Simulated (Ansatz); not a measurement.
## ZnS (P6_3mc): refractive index against wavelength

The refractive index of ZnS (P6_3mc) along x below the direct gap (2.25 eV on the mesh) is read from one computed spectrum, n = √(Re ε). x, y and z are the Cartesian axes of the input cell.

Cell: a, b, c = 3.811, 3.811, 6.234 Å (primitive vectors), 4 atoms.

Method: Ansatz 0.2.0, PBE, independent particles, k-mesh 9×9×4 with interpolation inside its cells, Gaussian parameter 0.1 eV.

Launch of the response step: `ansatz run input.yaml --threads 4 --pin off --max-ram 8192MiB --backend cpu --events-out ev --progress --plain --runs-dir out`. The run took 79 s, on 4 threads of Arm Neoverse V1 (shared host).

```tsv
wavelength (nm)	photon energy E (eV)	n
3000	0.413	2.5019
2000	0.620	2.5090
1550	0.800	2.5177
1310	0.946	2.5266
1064	1.165	?
850	1.459	2.5735
```

In the single-oscillator model n² − 1 = E₀E_d/(E₀² − E²), so 1/(n² − 1) = E₀/E_d − E²/(E₀E_d) is linear in E².

Working, on the rows shown:

| x = E² (eV²) | y = 1/(n² − 1) |
| --- | --- |
| 0.170801 | 0.190132 |
| 0.384302 | 0.188855 |
| 0.639837 | 0.187308 |
| 0.895757 | 0.185746 |
| 2.12762 | 0.177844 |

Means: x̄ = 0.84366, ȳ = 0.18598. Σ(x − x̄)(y − ȳ) = -0.01484, Σ(x − x̄)² = 2.357. Slope = -0.01484 / 2.357 = -0.006299; intercept = ȳ − slope · x̄ = 0.19129. Turned back into n, the line misses the rows shown by at most 0.00056.

Q: Predict the last column of the withheld row from the fit.

A: At x = 1.3578 the line gives y = 0.18274, that is 2.5441. The run gave 2.5434, so the interpolation is off by 0.00067, 0.9 % of the range in the table.

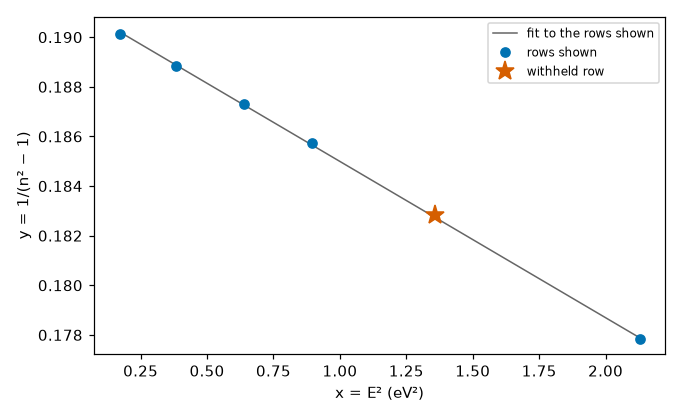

Refitted with all rows, the slope is -0.00628 and the intercept 0.19129. These give E₀ = √(intercept/−slope) = 5.52 eV and E_d = E₀/intercept = 28.9 eV; E₀ is 2.5 times the direct gap. The electronic limit at long wavelengths, without lattice vibrations, is n = √(1 + 1/intercept) = 2.496. The cell comes from an older database entry, whose edges can be off by a per cent or so. Excitons are left out and so are local fields; PBE gaps are as a rule too small.

[Logs are printed without paths, hosts, clocks, repeated set-up lines and the standing remarks that a program may print on its own settings, such as how far it seeks lower states.]
